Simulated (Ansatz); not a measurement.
SrTiO3: geometry relaxation (part 2 of 2)

SrTiO3 (Pm-3m, 5 atoms in the cell); DFT PBE, scalar-relativistic, plane waves, PAW, no spin polarisation (Ansatz 0.2.0); cutoff 420 eV, 8×8×8 k-mesh, Gaussian smearing of 0.02 eV. The structure derives from a Materials Project entry.

Geometry of the input (Å; fractional positions):
```
3.9127  0.0000  0.0000
0.0000  3.9127  0.0000
0.0000  0.0000  3.9127
Sr 0.0000  0.0000  0.0000
Ti 0.5000  0.5000  0.5000
O  0.5000  0.0000  0.5000
O  0.5000  0.5000  0.0000
O  0.0000  0.5000  0.5000
```

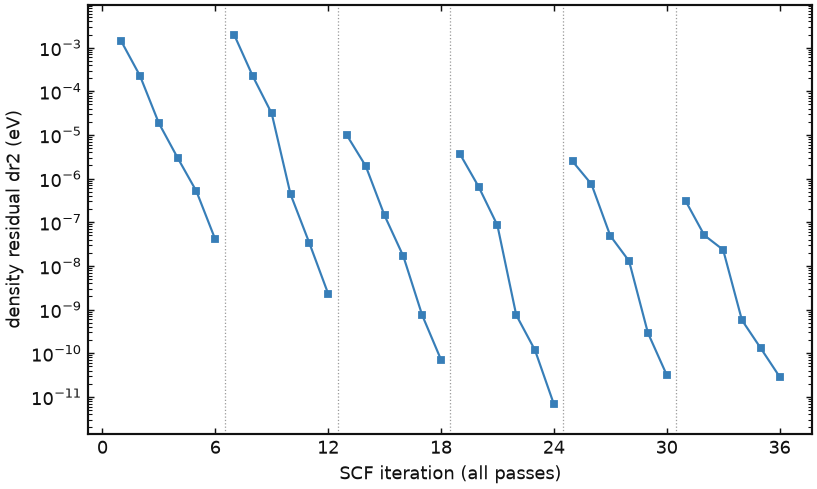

Fig. 1: Convergence of the self-consistent field: density residual dr2 against the SCF iteration. The dotted lines part the SCF passes of the relaxation: geometry steps, rejected trials and re-solves on a re-selected basis. The 6 passes take 6 iterations each, 36 in all.

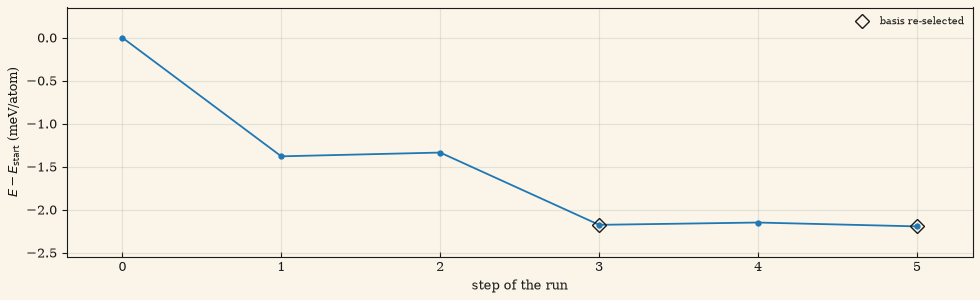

Fig. 2: Progress of the relaxation, step by step (the first geometry is step 0 here and step 1 in the log).

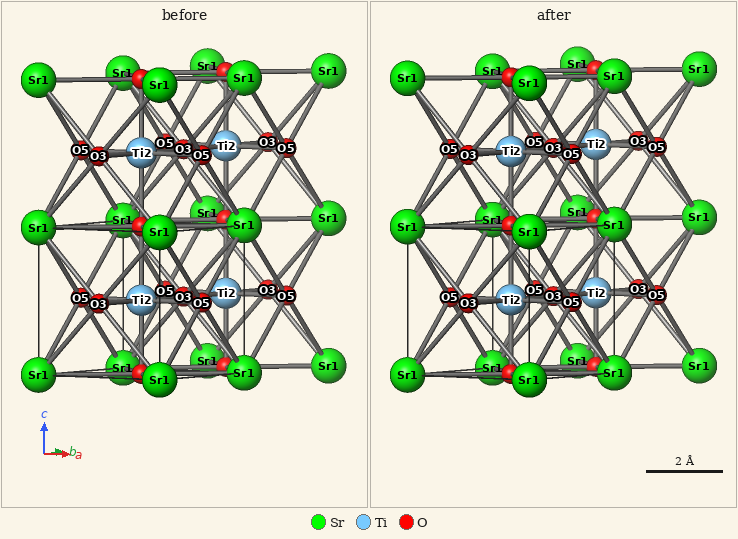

Fig. 3: Before (left) and after (right) the relaxation, at one scale (ball-and-stick view of the cell of the calculation, repeated 1 × 2 × 2, seen at an oblique angle). No atom moves by more than 0.005 Å relative to the cell. The volume changes by +1.8 %, with a = b = c 3.913 → 3.936 Å (+0.6 %). Among the contacts that change: Sr1–O3 2.767 → 2.783 Å, Ti2–O3 1.956 → 1.968 Å. The space group stays Pm-3m (No. 221). The energy falls by 2.1 meV per atom in 3 geometry steps. All forces vanish by symmetry, so only the cell relaxes. Pressure: 3.22 GPa at the start and 0.01 GPa at the end. The basis was re-selected once at an unchanged geometry, which shifts the energy a little without any move. The energy change given includes the shifts at the re-selections in mid-walk, which come without any move. A last SCF at the same geometry on a re-selected plane-wave basis shifts the energy by next to nothing (0.0 meV per atom). (Atoms are counted from 1 in the order of the input.)

```
basis re-selected at this cell: Δ(F+E_penalty+E_count) = -2.242e-4 eV, ΔP = +0.002 GPa vs the last step (what re-selecting the basis moved, of the pressure what is left beyond the Pulay correction that the steps carried, after the strain that the cell walked since its last selection, with what the two solves' SCF thresholds leave and, on support functions, any second-order correction that the steps lacked; it is no measure of the basis error at this ecutwfc). This SCF's stress stands 5.54e-3 GPa from its target on what of the cell is left free (relax.cell.stress_tol is 5.00e-2 GPa) and its largest allowed force component is 2.77e-29 eV/Å (relax.f_tol is 5.00e-3 eV/Å): within both
SCF converged after 6 iterations
Free energy (F): -7754.487481 eV
Harris-Foulkes:  -7754.487481 eV  (|F-HF|=1.46e-11)
Internal energy: -7754.487481 eV  (E = F + TS)
E sigma→0 (E₀):  -7754.487481 eV
Fermi energy:    10.580069 eV
--- Per-component energies (eV) ---
  E_band       = -218.261444
  E_kinetic    = 1045.753907
  E_local      = -2414.606863  (includes V_loc(G=0)·N_el)
  E_nonlocal   = 347.835205
  E_hartree    = 844.078712
  E_xc         = -495.951550
  E_vxc        = -571.538473  (∫ρ·V_xc dr)
  E_paw        = -4213.382031  (= ΣΔE_a)
  E_vpaw       = -313.870038  (= ΣTr[D̂ρ^β])
  E_aug_tail   = 0.007474  (compensation charges beyond the density's cutoff)
  E_ewald      = -2868.222336
  E_smearing   = -0.000000  (= −TS)
  E_closure    = -0.000000  (closes the sum)
  Σ components = -7754.487481   (vs F -7754.487481, Δ=0.00e0)
--- Forces (eV/Å), atoms counted from 1 ---
  atom   1  Sr     0.00000000     0.00000000    -0.00000000
  atom   2  Ti     0.00000000     0.00000000     0.00000000
  atom   3  O     -0.00000000     0.00000000    -0.00000000
  atom   4  O      0.00000000    -0.00000000    -0.00000000
  atom   5  O     -0.00000000    -0.00000000     0.00000000
  max |Σ_I F_I| component: 4.21e-29 eV/Å
--- Stress (GPa, compression-positive) ---
        0.005541       0.000000       0.000000
        0.000000       0.005541      -0.000000
        0.000000      -0.000000       0.005541
  P = ⅓ Tr σ = 0.0055 GPa (0.055 kbar)
--- Band table (eV; the first three rows and the last of 35) ---
  k-point 0: bands = ["-46.8336", "-23.1298", "-23.0787", "-23.0787", "-23.0787", "-7.6714", "-6.7087", "-6.7087", "-5.1173", "-5.1173", "-5.1173", "6.8672", "6.8672", "6.8672", "8.5273", "8.5273", "8.5273", "9.3006", "9.3006", "9.3006", "11.5010", "11.5010", "11.5010", "13.8371", "13.8371"]
  k-point 1: bands = ["-46.8334", "-23.1513", "-23.0783", "-23.0783", "-23.0633", "-7.6756", "-6.7159", "-6.7034", "-5.1110", "-5.1110", "-5.0178", "6.6696", "6.8598", "6.8598", "8.3318", "8.3318", "8.3975", "8.8398", "9.2057", "9.2057", "11.5228", "11.8366", "11.8366", "13.8393", "14.2896"]
  k-point 2: bands = ["-46.8330", "-23.1876", "-23.0774", "-23.0774", "-23.0417", "-7.7316", "-6.6905", "-6.6479", "-5.0958", "-5.0958", "-4.8099", "6.1736", "6.8484", "6.8484", "7.9084", "7.9084", "8.0206", "8.1124", "9.0666", "9.0666", "11.5766", "12.5153", "12.5153", "13.8432", "15.1032"]
  k-point 34: bands = ["-46.8302", "-23.1360", "-23.1360", "-23.1360", "-23.0755", "-6.3862", "-6.3862", "-6.3862", "-5.3593", "-5.3593", "-5.3593", "5.0880", "5.5861", "5.5861", "6.0057", "6.0057", "6.0057", "9.6592", "9.6592", "9.6592", "13.9970", "13.9970", "13.9970", "16.5426", "16.5426"]
--- Relaxed structure (4 steps of the walk, 4 accepted, 2 SCFs on fresh bases) ---
  F+E_penalty+E_count = -7754.48748118 eV   max|allowed force component| = 2.766e-29 eV/Å   (the final SCF, on the basis selected at the relaxed cell)
  cell:  # Å, volume = 60.9965 Å³
    - [3.9364226085345937, 3.049389078613123e-34, 6.419766481290785e-35]
    - [2.407412430484045e-34, 3.9364226085345937, 3.209883240645393e-35]
    - [6.419766481290785e-35, 3.209883240645393e-35, 3.9364226085345937]
  atoms:
    - { symbol: Sr, position: [9.32535906801843e-37, -2.563672595098013e-38, 2.5636725956762605e-38] }
    - { symbol: Ti, position: [0.5000000000000001, 0.5000000000000001, 0.5000000000000001] }
    - { symbol: O, position: [0.5000000000000001, 1.0254690386175454e-37, 0.5000000000000001] }
    - { symbol: O, position: [0.5000000000000001, 0.5000000000000001, -3.8455088931412495e-38] }
    - { symbol: O, position: [-5.896446972185495e-37, 0.5000000000000001, 0.5000000000000001] }
```

**Trajectory as extended XYZ (Å, eV, eV/Å), 6 frames, from step=1 to step=6**
```
5
Lattice="3.9127 0.0000 0.0000 0.0000 3.9127 0.0000 0.0000 0.0000 3.9127" Properties=species:S:1:pos:R:3:forces:R:3 step=1 energy=-7754.47651 pressure_GPa=3.22
Sr    0.0000    0.0000    0.0000    0.0000   0.0000   0.0000
Ti    1.9564    1.9564    1.9564    0.0000   0.0000   0.0000
O     1.9564    0.0000    1.9564    0.0000   0.0000   0.0000
O     1.9564    1.9564    0.0000    0.0000   0.0000   0.0000
O     0.0000    1.9564    1.9564    0.0000   0.0000   0.0000
5
Lattice="3.9338 0.0000 0.0000 0.0000 3.9338 0.0000 0.0000 0.0000 3.9338" Properties=species:S:1:pos:R:3:forces:R:3 step=2 energy=-7754.48341 pressure_GPa=0.23
Sr    0.0000    0.0000    0.0000    0.0000   0.0000   0.0000
Ti    1.9669    1.9669    1.9669    0.0000   0.0000   0.0000
O     1.9669    0.0000    1.9669    0.0000   0.0000   0.0000
O     1.9669    1.9669    0.0000    0.0000   0.0000   0.0000
O     0.0000    1.9669    1.9669    0.0000   0.0000   0.0000
5
Lattice="3.9355 0.0000 0.0000 0.0000 3.9355 0.0000 0.0000 0.0000 3.9355" Properties=species:S:1:pos:R:3:forces:R:3 step=3 energy=-7754.48319 pressure_GPa=0.01
Sr    0.0000    0.0000    0.0000    0.0000   0.0000   0.0000
Ti    1.9678    1.9678    1.9678    0.0000   0.0000   0.0000
O     1.9678    0.0000    1.9678    0.0000   0.0000   0.0000
O     1.9678    1.9678    0.0000    0.0000   0.0000   0.0000
O     0.0000    1.9678    1.9678    0.0000   0.0000   0.0000
5
Lattice="3.9355 0.0000 0.0000 0.0000 3.9355 0.0000 0.0000 0.0000 3.9355" Properties=species:S:1:pos:R:3:forces:R:3 step=4 energy=-7754.48739 pressure_GPa=0.12
Sr    0.0000    0.0000    0.0000    0.0000   0.0000   0.0000
Ti    1.9678    1.9678    1.9678    0.0000   0.0000   0.0000
O     1.9678    0.0000    1.9678    0.0000   0.0000   0.0000
O     1.9678    1.9678    0.0000    0.0000   0.0000   0.0000
O     0.0000    1.9678    1.9678    0.0000   0.0000   0.0000
5
Lattice="3.9364 0.0000 0.0000 0.0000 3.9364 0.0000 0.0000 0.0000 3.9364" Properties=species:S:1:pos:R:3:forces:R:3 step=5 energy=-7754.48726 pressure_GPa=0.00
Sr    0.0000    0.0000    0.0000    0.0000   0.0000   0.0000
Ti    1.9682    1.9682    1.9682    0.0000   0.0000   0.0000
O     1.9682    0.0000    1.9682    0.0000   0.0000   0.0000
O     1.9682    1.9682    0.0000    0.0000   0.0000   0.0000
O     0.0000    1.9682    1.9682    0.0000   0.0000   0.0000
5
Lattice="3.9364 0.0000 0.0000 0.0000 3.9364 0.0000 0.0000 0.0000 3.9364" Properties=species:S:1:pos:R:3:forces:R:3 step=6 energy=-7754.48748 pressure_GPa=0.01
Sr    0.0000    0.0000    0.0000    0.0000   0.0000   0.0000
Ti    1.9682    1.9682    1.9682    0.0000   0.0000   0.0000
O     1.9682    0.0000    1.9682    0.0000   0.0000   0.0000
O     1.9682    1.9682    0.0000    0.0000   0.0000   0.0000
O     0.0000    1.9682    1.9682    0.0000   0.0000   0.0000
```

**Results in brief**

```csv
quantity,value
outcome,converged
space group (tolerance 0.01 Å),Pm-3m (221)
electrons treated,40
free energy,−7754.4875 eV
Fermi energy,10.580 eV
gap on the k-point mesh,1.84 eV
pressure,0.01 GPa
final volume,61.00 Å³
largest force (length of the vector) at the end,under 0.001 eV/Å
final cell,"a = 3.936 Å, b = 3.936 Å, c = 3.936 Å, α = 90.00°, β = 90.00°, γ = 90.00°"
hardware,"4 threads of Intel Xeon (Sapphire Rapids), 192 GiB of memory available, shared host"
wall time,7.7 s (CPU time 26 s)
peak memory,0.45 GiB
```
